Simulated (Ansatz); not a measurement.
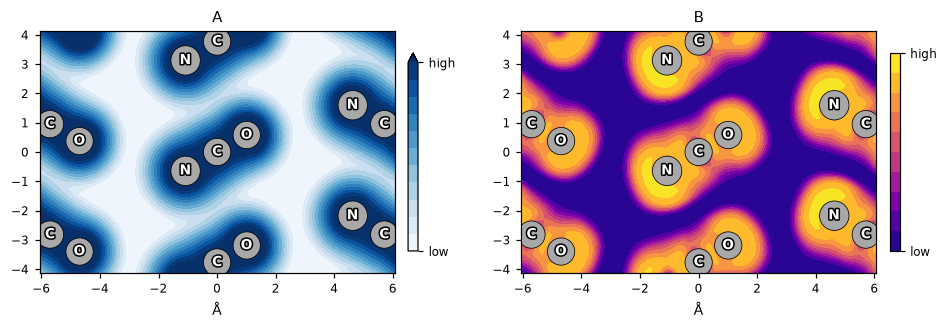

CNO: 2 fields on the (010) plane of the conventional cell, with unlabelled colour scales. Grey discs cover the atomic cores.

Space group Pnma; a structure from a database of computed crystals, not necessarily the ambient phase; spin-polarised.

These are results of Ansatz 0.2.0, DFT PBE+D3(BJ), scalar-relativistic, plane waves, PAW, not measurements.

> Match the panels to the quantities (electron localisation function and valence pseudo-density).

Panel A: valence pseudo-density. Panel B: electron localisation function. From the grid: C–O (1.16 Å): ρ at the midpoint is about 3.7 e/Å³; the ELF peaks at about 0.85 between the atoms. C–N (1.25 Å): the density is about 2.9 e/Å³ at the midpoint; the ELF peaks at about 0.90 between the atoms.
